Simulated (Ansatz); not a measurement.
**Single-point calculation, with input and output: AlN**

System: AlN (P6₃mc, 4 atoms in the cell).
Method: DFT PBEsol, scalar-relativistic, plane waves, PAW, no spin polarisation (Ansatz 0.2.0).

The structure was built on a prototype by a generator; it need not be a known phase. Figures and captions count atoms from 1; the log counts them from 0 in places.

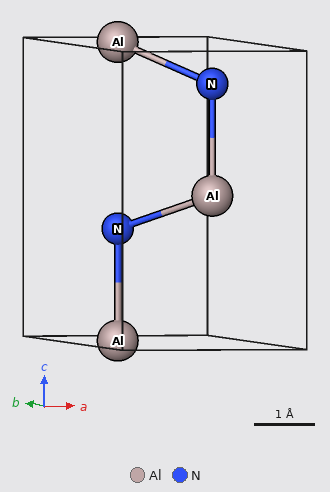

Figure 1. The structure as given in the input (ball-and-stick view of the cell of the calculation, seen at an oblique angle). Near neighbours in the crystal (not all of them lie inside the picture): Al has 4 N at 1.89 to 1.90 Å; N has 4 Al at 1.89 to 1.90 Å.

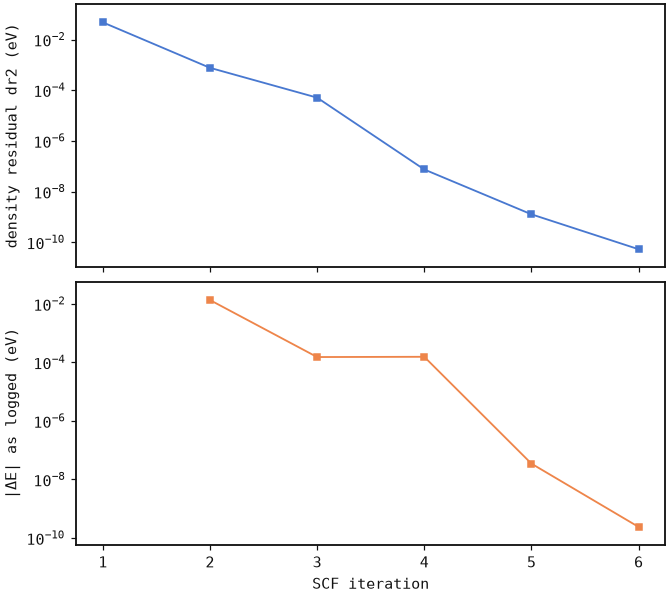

Figure 2. Convergence of the self-consistent field: density residual dr2 and size of the energy change against the SCF iteration. The residual falls at every step.

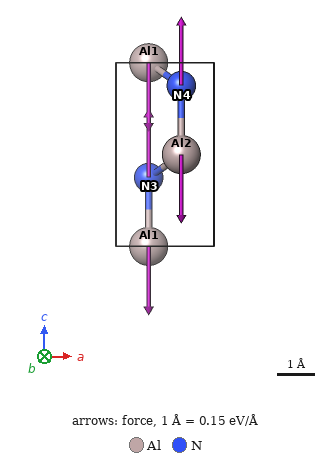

Figure 3. Forces on the atoms as pink arrows (ball-and-stick view of the cell of the calculation, along the b axis; atoms are numbered from 1 in the order of the input). The largest act on Al1, Al2 (0.28 eV/Å); N3, N4 (0.28 eV/Å). The geometry is not a stationary point of this energy.

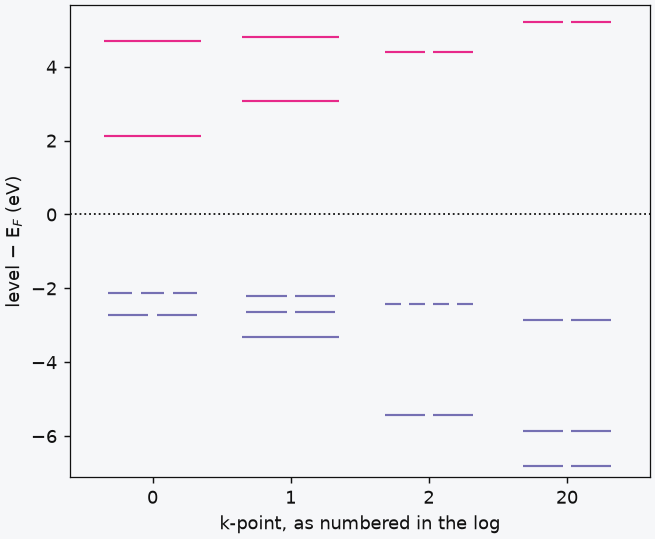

Figure 4. Kohn–Sham levels near the Fermi level (dotted) at the few k-points that the log prints; levels within 0.02 eV of each other stand side by side. Among these points the highest filled and lowest empty levels are 4.23 eV apart, which is the gap on the mesh.

The input and output of the run follow.

### Input
```yaml
crystal:
  lattice:
    - [3.09729449, 0.0, 0.0]
    - [-1.54864725, 2.68233571, 0.0]
    - [0.0, 0.0, 5.03164256]
  atoms:
    - { symbol: Al, position: [0.33333333, 0.66666667, 0.0] }
    - { symbol: Al, position: [0.66666667, 0.33333333, 0.5] }
    - { symbol: "N", position: [0.33333333, 0.66666667, 0.375] }
    - { symbol: "N", position: [0.66666667, 0.33333333, 0.875] }
basis:
  ecutwfc: 420
kpoints:
  mp_grid: { grid: [6, 6, 4] }
hamiltonian:
  xc: pbesol
scf:
  occupations: { method: gaussian, width: 0.1 }
output:
  forces: true
  stress: true
  eigenvalues: true
```

Launched with:
```bash
ansatz run input.yaml --threads 2 --pin off --max-ram 5120MiB --backend cpu --events-out ev --progress --plain --runs-dir out
```

### The program's output
```
Engine: ansatz 0.2.0, x86_64-unknown-linux-gnu
Pseudopotentials: kind: paw
Pseudopotential: Al, paw, valence charge 3, recommended cutoff 420 eV (normal), Al.paw.azcp
Pseudopotential: N, paw, valence charge 5, recommended cutoff 420 eV (normal), N.paw.azcp
Functional definition: PBEsol
  exchange = pbesol_x
  correlation = pbesol_c
Crystal: 4 atoms, lattice volume = 41.803 Å³
Basis set: ecut = 420 eV, 785 PW (Γ), exchange–correlation on 48×48×72 points (8 copies of the dense FFT grid, shifted against one another)
Bands: 12, of which v1, the nominal top of the filled ones, is band 8 counted from 1 (7 counted from 0)
Symmetry: 12 space group operations
Space group: P63mc (ITA 186), of the structure as read, at distance tolerance 3.5e-5 Å
k-points: 21 of 144 (time reversal used)
Non-local potential: Al, projectors of the file, l = 0: 2, l = 1: 2, l = 2: 1
Non-local potential: N, projectors of the file, l = 0: 2, l = 1: 2, l = 2: 1
PAW form: soft (Blöchl's): semilocal exchange-correlation on the pseudo side does not see the compensation charge
PAW frozen core: Al, regenerated for the run's functional, and the local potential with it (the file was generated under x = pbe(κ = 0.804, μ = 0.2195149727645171), c = pbe(β = 0.06672455060314922))
PAW frozen core: N, regenerated for the run's functional, and the local potential with it (the file was generated under x = pbe(κ = 0.804, μ = 0.2195149727645171), c = pbe(β = 0.06672455060314922))
PAW one-centre angular grid: Al, 110 points (default); XC on 64 Gauss nodes
PAW one-centre angular grid: N, 110 points (default); XC on 64 Gauss nodes
Initial density: superposition of atomic densities (neutral atoms: chi_scale 0, normalization atom), corrected by the library's trained network
Initial wavefunctions: pseudopotential atomic-orbital guess
Functional: x = pbesol(κ = 0.804, μ = 0.12345679012345678), c = pbesol(β = 0.046)
SCF iter   1: F=—  HF=-1811.917637 eV  |F-HF|=—  |Δ(HF+E_count)|=         —  Δρ=1.04e-2  dr2=4.77e-2  ethr=1.77e-3  ⟨swp⟩=5.2  Hψ=1598  notcnv=0
preconditioner: auto → none  [insulator: Δε(μ)=4.158 eV  Ē_g=12.939 eV  σ=0.100 eV  W_gap=1.00  n_scr=2 (ndim 8)  ℏωp=23.0 eV  f_vac=0.000  D(μ)=0.00/eV (n_scr^D=0)  ε∞_Penn≈4.2]
SCF iter   2: F=—  HF=-1811.904053 eV  |F-HF|=—  |Δ(HF+E_count)|=   1.36e-2  Δρ=1.31e-3  dr2=7.66e-4  ethr=2.98e-4  ⟨swp⟩=2.4  Hψ=555  notcnv=0
SCF iter   3: F=—  HF=-1811.903900 eV  |F-HF|=—  |Δ(HF+E_count)|=   1.53e-4  Δρ=4.77e-4  dr2=5.10e-5  ethr=4.79e-6  ⟨swp⟩=2.2  Hψ=404  notcnv=0
SCF iter   4: F=—  HF=-1811.903744 eV  |F-HF|=—  |Δ(HF+E_count)|=   1.56e-4  Δρ=2.11e-5  dr2=7.47e-8  ethr=6.25e-10  ⟨swp⟩=5.2  Hψ=1541  notcnv=0
iter 5 did not close the SCF: its close was put off for the readings that it lacked (scf_convergence_deferred on its scf_iter line)
SCF iter   5: F=-1811.903744 eV  HF=-1811.903744 eV  |F-HF|=1.73e-11  |Δ(HF+E_count)|=   3.48e-8  Δρ=2.46e-6  dr2=1.27e-9  ethr=4.67e-10  ⟨swp⟩=2.3  Hψ=417  notcnv=0
SCF iter   6: F=-1811.903744 eV  HF=-1811.903744 eV  |F-HF|=2.32e-11  |Δ(HF+E_count)|=  2.39e-10  Δρ=4.79e-7  dr2=5.33e-11  ethr=7.92e-12  ⟨swp⟩=1.2  Hψ=737  notcnv=0
SCF 1 converged in 6 iterations: F = -1811.903744 eV  dr2 = 5.33e-11
  greatest PAW one-centre occupation: 0.785 electrons in one spin orbital (limit 2), on the N atom at site 3 (counted from 0), in its partial waves of l = 0
SCF converged after 6 iterations
Free energy (F): -1811.903744 eV
Harris-Foulkes:  -1811.903744 eV  (|F-HF|=2.32e-11)
Internal energy: -1811.903744 eV  (E = F + TS)
E sigma→0 (E₀):  -1811.903744 eV
Fermi energy:    9.014620 eV
--- Per-component energies (eV) ---
  E_band       = 28.671857
  E_kinetic    = 317.601873
  E_local      = -445.830712  (includes V_loc(G=0)·N_el)
  E_nonlocal   = 111.325905
  E_hartree    = 153.573902
  E_xc         = -201.401872
  E_vxc        = -214.953144  (∫ρ·V_xc dr)
  E_paw        = -1155.510618  (= ΣΔE_a)
  E_vpaw       = -46.620076  (= ΣTr[D̂ρ^β])
  E_aug_tail   = 0.000188  (compensation charges beyond the density's cutoff)
  E_ewald      = -591.756886
  E_core_change = 0.094476  (= ΣΔE_core)
  E_smearing   = -0.000000  (= −TS)
  E_closure    = 0.000000  (closes the sum)
  Σ components = -1811.903744   (vs F -1811.903744, Δ=0.00e0)
--- Forces (eV/Å), atoms counted from 1 ---
  atom   1  Al     0.00000000     0.00000000    -0.28437899
  atom   2  Al     0.00000000    -0.00000000    -0.28437899
  atom   3  N      0.00000000    -0.00000000     0.28437649
  atom   4  N     -0.00000000     0.00000000     0.28437649
  max |Σ_I F_I| component: 5.00e-6 eV/Å
--- Stress (GPa, compression-positive) ---
        0.841435      -0.000000       0.000000
        0.000000       0.841435       0.000000
        0.000000       0.000000      -0.466632
  P = ⅓ Tr σ = 0.4054 GPa (4.054 kbar)
--- Band table (eV; the first three rows and the last of 21) ---
  k-point 0: bands = ["-8.1042", "-5.9834", "0.9208", "6.2844", "6.2844", "6.8906", "6.8970", "6.8970", "11.1305", "13.7196", "17.3868", "18.2274"]
  k-point 1: bands = ["-7.8710", "-6.4125", "1.7158", "5.6897", "6.3690", "6.3690", "6.8024", "6.8024", "12.0924", "13.8111", "17.0818", "18.1980"]
  k-point 2: bands = ["-7.2291", "-7.2291", "3.5726", "3.5726", "6.5814", "6.5814", "6.5814", "6.5814", "13.4242", "13.4242", "17.1812", "17.1812"]
  k-point 20: bands = ["-5.5121", "-5.5121", "2.2119", "2.2119", "3.1548", "3.1548", "6.1508", "6.1508", "14.2277", "14.2277", "14.7316", "14.7316"]
```

### Key numbers

| quantity | value |
| --- | --- |
| outcome | converged |
| space group (tolerance 0.01 Å) | P6₃mc (186) |
| electrons treated | 16 |
| free energy | −1811.9037 eV |
| Fermi energy | 9.015 eV |
| gap on the k-point mesh | 4.23 eV |
| pressure | 0.41 GPa |
| largest force (length of the vector) | 0.284 eV/Å |
| hardware | 2 threads of AMD EPYC (Zen 3), 189 GiB of memory available, shared host |
| wall time | 2.9 s (CPU time 3.3 s) |
| peak memory | 0.31 GiB |
